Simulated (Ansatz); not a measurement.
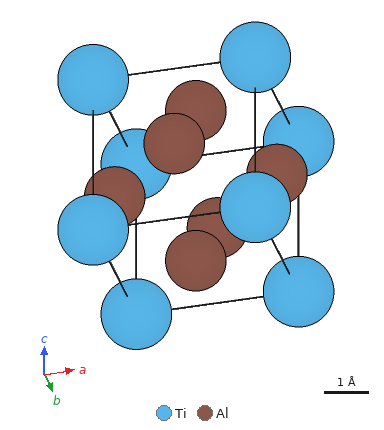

Structure drawing (spheres-only), viewed from a general direction. One conventional unit cell is framed, with atoms on its boundary repeated.

TiAl₃, space group P4/mmm (No. 123), a = 3.89 Å, b = 3.89 Å, c = 4.07 Å, α = 90.00°, β = 90.00°, γ = 90.00°.

Results below were computed with DFT PBEsol, scalar-relativistic, plane waves, PAW in Ansatz 0.2.0; the settings were plane waves up to 420 eV, Brillouin-zone sampling on a 12×12×12 mesh, Gaussian smearing of 0.15 eV, no spin polarisation.

**Is the electronic structure metallic or gapped?**

A metal: bands cross the Fermi level.

**Give the pressure and its sign.**

The computed pressure is 0.3 GPa (compressed: it would expand). The stress isn't hydrostatic: its largest component is 3.4 GPa.

It goes back to a structure listed in the Materials Project. The cell was then strained or its atoms displaced on purpose. It was the input of a calculation with Ansatz.
